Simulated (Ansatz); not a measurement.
Input

```
crystal:
  lattice:
    - [3.2229345674, 0.0, 0.0]
    - [-1.6114672837, 2.7911432101, 0.0]
    - [0.0, 0.0, 32.290533255]
  atoms:
    - { symbol: S, position: [0.3333333333, 0.6666666667, 0.4512023243] }
    - { symbol: W, position: [0.6666666667, 0.3333333333, 0.5000058761] }
    - { symbol: S, position: [0.3333333333, 0.6666666667, 0.5488105803] }
  periodic: [true, true, false]
basis:
  ecutwfc: 420
kpoints:
  mp_grid: { grid: [12, 12, 1] }
  band_path:
    path:
      - [0, 0, 0]
      - [0.5, 0, 0]
      - [0.3333333333333, 0.3333333333333, 0]
      - [0, 0, 0]
    npoints: 8
hamiltonian:
  xc: pbe
  dispersion: d3bj
scf:
  occupations: { method: gaussian, width: 0.02 }
output:
  forces: true
  stress: true
  eigenvalues: true
  write_density: true
  write_potential: true
  elf: true
  volumetric_format: npy
relax:
  adjacent_minimum: "off"
  f_tol: 0.01
  max_steps: 40
```

Run with:

```sh
ansatz run input.yaml --threads 1 --pin off --max-ram 2560MiB --backend cpu --events-out ev --progress --plain --runs-dir out
```

The fields are those of the relaxed geometry.

Changed on purpose from its base cell (biaxial strain +0.020, atoms relaxed).

Method: DFT PBE+D3(BJ), scalar-relativistic, plane waves, PAW (Ansatz 0.2.0).

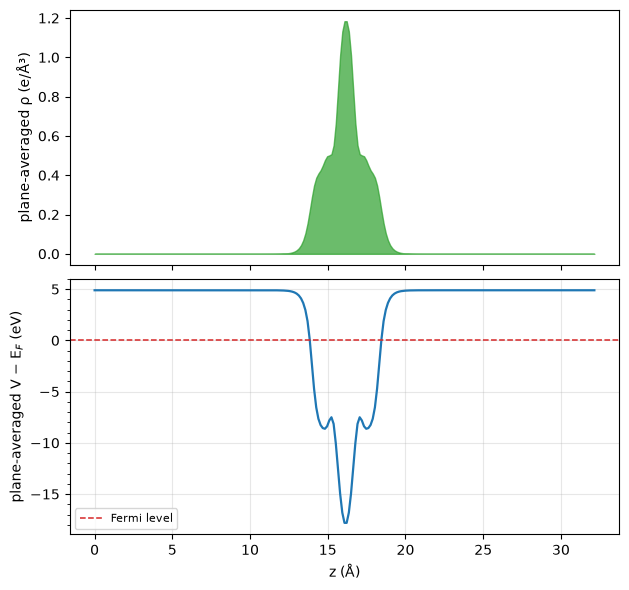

WS2 (slab). Plane average of the electrostatic potential energy of an electron and of the valence charge density (pseudo) across the slab.

Core electrons are frozen (PAW), and the valence fields are smoothed inside the atomic spheres.

Question: How far above the Fermi level of the calculation is the vacuum level?

Answer: 4.9 eV. The slab has a gap, so the Fermi level lies inside it and this isn't a work function in the metallic sense.

Question: What are the slab's thickness and the vacuum gap?

Answer: The outermost nuclei are 3.1 Å apart, in 3 atomic planes; the vacuum between periodic images is 29.2 Å wide.
